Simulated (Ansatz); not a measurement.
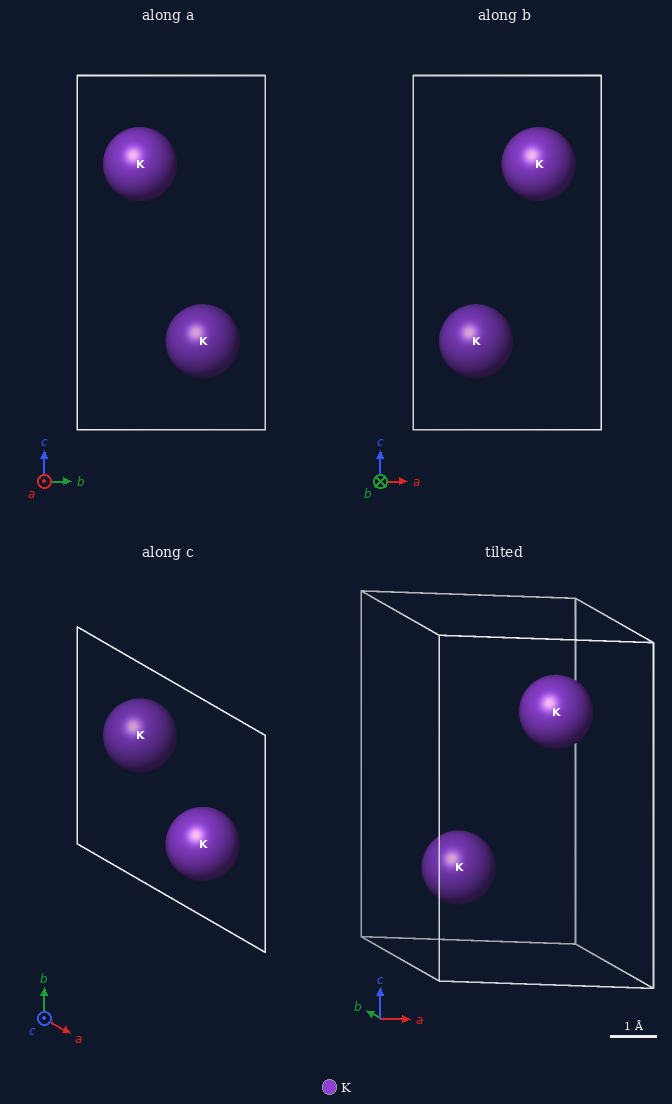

Spheres-only drawing of the structure, looking along the a axis, along the b axis, along the c axis and slightly off an axis. The frame is the conventional unit cell; atoms at its boundary are shown with their periodic copies.

Lattice parameters: a = 4.7653 Å, b = 4.7653 Å, c = 7.7820 Å, α = 90.000°, β = 90.000°, γ = 120.000°.

Give the structure in the form of a CIF in P1 with every atom of the cell.

Answer.
```cif
data_structure
_symmetry_space_group_name_H-M 'P 1'
_symmetry_Int_Tables_number 1
_cell_length_a 4.7653
_cell_length_b 4.7653
_cell_length_c 7.7820
_cell_angle_alpha 90.000
_cell_angle_beta 90.000
_cell_angle_gamma 120.000
_cell_volume 153.04
loop_
_atom_site_label
_atom_site_type_symbol
_atom_site_fract_x
_atom_site_fract_y
_atom_site_fract_z
_atom_site_occupancy
K1 K 0.3333 0.6667 0.2500 1
K2 K 0.6667 0.3333 0.7500 1
```

Provenance: a structure type filled with this element by a generator (whether the element takes this form wasn't checked). Earlier steps of the study may have refined or changed the cell and positions. An electronic-structure calculation with Ansatz was run on it.
